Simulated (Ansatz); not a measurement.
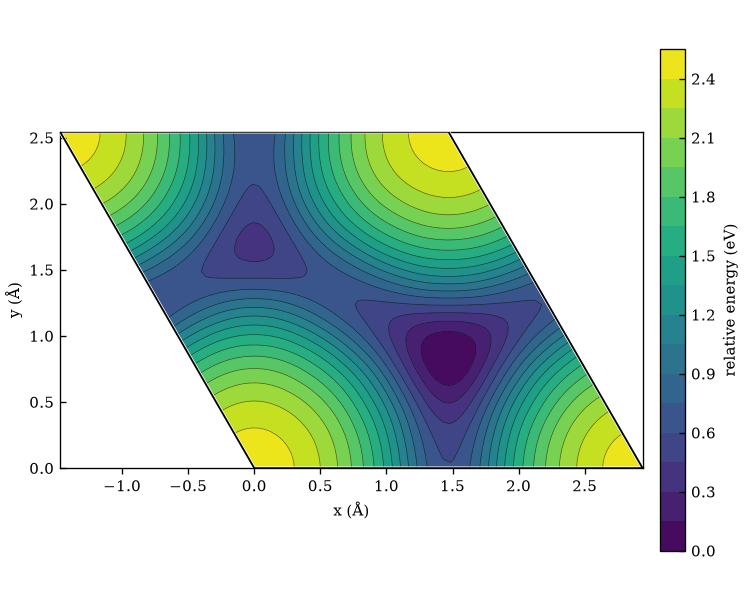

O on a Ti(001) slab cut from the P6_3/mmc phase, its upper half relaxed before the scan (16 atoms of substrate and one adsorbate in a 2 × 2 cell). O is moved over the surface cell; relaxed at each place: the height of the adsorbate's atoms; substrate rigid; the origin of the map has the adsorbate above Ti13. Places are given modulo a cell vector. The map is drawn in real space over the plane of the surface. The scan uses a 6 × 6 grid; 10 points were computed and 26 follow by symmetry. Places are given in fractions of the 1 × 1 surface cell. Energies: eV, counted from the lowest grid point. The runs have no spin polarisation; a magnetic state may lie lower. Theory: Ansatz, DFT PBE, scalar-relativistic, plane waves, PAW. Settings: cutoff 420 eV, k-mesh 6×6×1, gaussian smearing 0.1 eV, no spin polarisation.

Drawn: filled contours, the outline of one cell of the plane. Between grid points the surface is interpolated.

The lowest grid point is at a threefold hollow, (4/6, 2/6) of the cell vectors. There is a further well near a threefold hollow over a second-layer Ti atom, (2/6, 4/6) of the cell vectors (0.40 eV above the lowest at that grid point). The highest grid point, the top site over a surface Ti atom, (0/6, 0/6) of the cell vectors, lies 2.49 eV above the lowest. On the interpolated surface the easiest way out of the lowest well to the well at a threefold hollow over a second-layer Ti atom, (2/6, 4/6) of the cell vectors passes a barrier of about 0.63 eV. At the lowest point the adsorbate has 3 Ti at 1.95 Å as nearest neighbours, at the highest 1 Ti at 1.69 Å. Its relaxed height above the top atom is 0.96 Å at the lowest and 1.69 Å at the highest point.

O is replaced by Si; all else is set up alike. 

How does the landscape change?

The minimum (interpolated where it lies between grid points) moves from a threefold hollow, (4/6, 2/6) of the cell vectors to a threefold hollow over a second-layer Ti atom, (2/6, 4/6) of the cell vectors. The span from the lowest to the highest grid point shrinks from 2.49 to 1.02 eV. The easiest pass out of the lowest well goes from about 0.63 to about 0.41 eV on the interpolated surfaces. Higher wells of the new map: a threefold hollow, (4/6, 2/6) of the cell vectors, 0.17 eV up (that grid point lay 0.00 eV up before). In the new map: at the lowest point the adsorbate has 3 Ti at 2.53 Å as nearest neighbours, at the highest 1 Ti at 2.33 Å. Its relaxed height above the top atom is 1.87 Å at the lowest and 2.33 Å at the highest point.

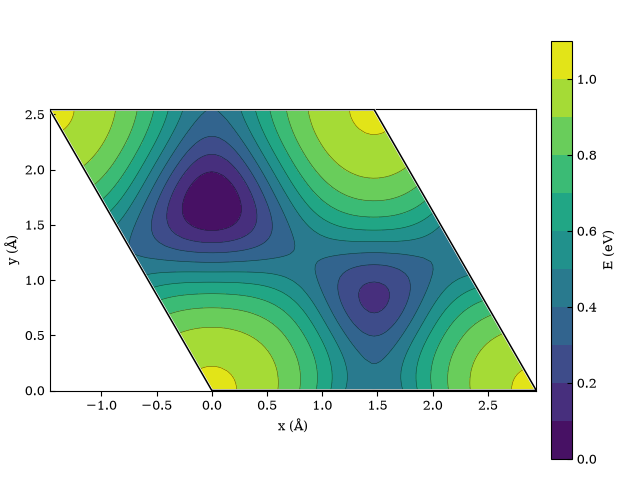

The map after the change, on a colour scale of its own. The picture shows filled contours, the outline of one cell of the plane. Between grid points the surface is interpolated.

PAW datasets: the set soft_1.
